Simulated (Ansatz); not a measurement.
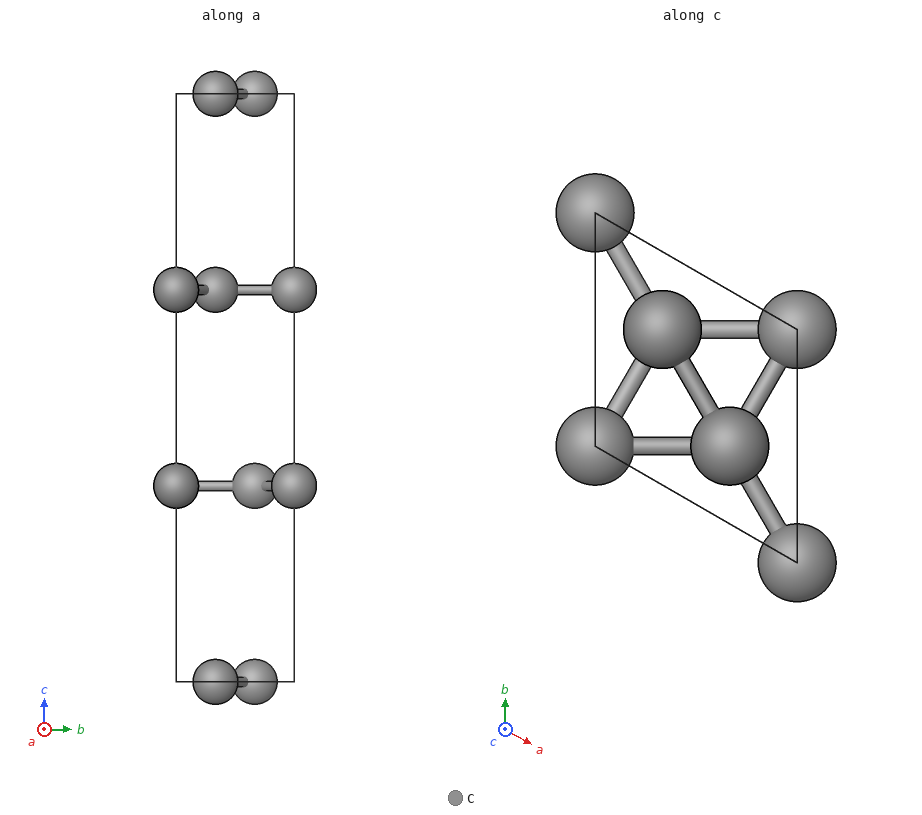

We look at a ball-and-stick model of the crystal along the a axis and along the c axis. The drawn cell (a repeat of the simulation cell) is outlined; an atom on or near a face, edge or corner is repeated at each equivalent position.

C, a = 2.46 Å, b = 2.46 Å, c = 10.61 Å, α = 90.04°, β = 89.96°, γ = 120.00°.

The numbers come from Ansatz 0.2.0, DFT r2SCAN, scalar-relativistic, plane waves, PAW, using a 500 eV plane-wave basis, k-points about 0.22 Å⁻¹ apart, Gaussian smearing of 0.02 eV, no spin polarisation.

Question: Classify it as metallic or gapped, with the value.

Answer: A metal: bands cross the Fermi level.

Question: What is the pressure at this volume?

Answer: The computed pressure is 0.0 GPa, close to zero.

Source of the structure: a structure listed in the Materials Project. Earlier steps of the study may have refined or changed the cell and positions. It was run through Ansatz as a DFT input.
